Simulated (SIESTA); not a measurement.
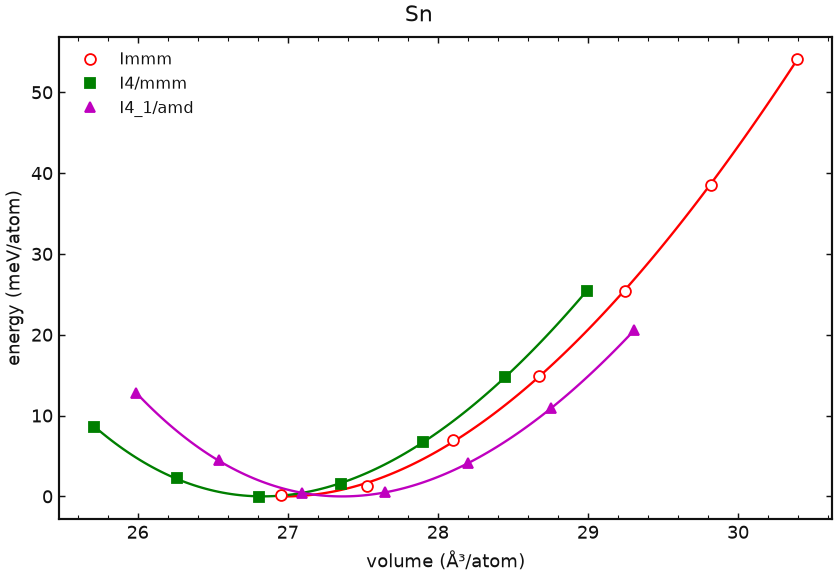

Plotted: energy against volume, with one curve for each structure, for Sn. Each energy curve has its own zero, so the curves don't rank the structures.

Calculation (SIESTA 5.4.2): DFT in numerical atomic orbitals with pseudopotentials, no spin polarisation; energies at scaled volumes of the given cell, shape and fractions fixed, counted from the fit's minimum, third-order Birch-Murnaghan fit. Level: PBEsol.

- occupations: Fermi–Dirac
- smearing width: 0.05 eV
- potentials: PseudoDojo 0.4 standard, converted to PSML, two zetas on semicore shells

Settings that differ: Immm: k mesh 11×11×11; I4/mmm: k mesh 10×10×10; I4_1/amd: k mesh 9×9×9.

**Order the curves by fitted equilibrium volume, smallest first.**

I4/mmm 26.834, Immm 26.975, I4_1/amd 27.362 Å³/atom.

Limits of the calculation: the fit and the printed pressures don't fully agree, or the minimum lies near the end of the range (Immm); mulliken charges of long orbitals; shape and atomic fractions are frozen while scaling, which makes layered, chain and framework solids too stiff.

The computed values:

Immm:
```json
{"volume (Å³/atom)": "26.95", "energy (meV/atom)": "0.14"}
{"volume (Å³/atom)": "27.53", "energy (meV/atom)": "1.27"}
{"volume (Å³/atom)": "28.10", "energy (meV/atom)": "7.01"}
{"volume (Å³/atom)": "28.67", "energy (meV/atom)": "14.93"}
{"volume (Å³/atom)": "29.25", "energy (meV/atom)": "25.45"}
{"volume (Å³/atom)": "29.82", "energy (meV/atom)": "38.57"}
{"volume (Å³/atom)": "30.39", "energy (meV/atom)": "54.09"}
```

I4/mmm:
```json
{"volume (Å³/atom)": "25.71", "energy (meV/atom)": "8.61"}
{"volume (Å³/atom)": "26.26", "energy (meV/atom)": "2.27"}
{"volume (Å³/atom)": "26.81", "energy (meV/atom)": "-0.05"}
{"volume (Å³/atom)": "27.35", "energy (meV/atom)": "1.58"}
{"volume (Å³/atom)": "27.90", "energy (meV/atom)": "6.77"}
{"volume (Å³/atom)": "28.45", "energy (meV/atom)": "14.72"}
{"volume (Å³/atom)": "28.99", "energy (meV/atom)": "25.47"}
```

I4_1/amd:
```json
{"volume (Å³/atom)": "25.99", "energy (meV/atom)": "12.78"}
{"volume (Å³/atom)": "26.54", "energy (meV/atom)": "4.44"}
{"volume (Å³/atom)": "27.10", "energy (meV/atom)": "0.39"}
{"volume (Å³/atom)": "27.65", "energy (meV/atom)": "0.48"}
{"volume (Å³/atom)": "28.20", "energy (meV/atom)": "4.17"}
{"volume (Å³/atom)": "28.76", "energy (meV/atom)": "10.91"}
{"volume (Å³/atom)": "29.31", "energy (meV/atom)": "20.56"}
```
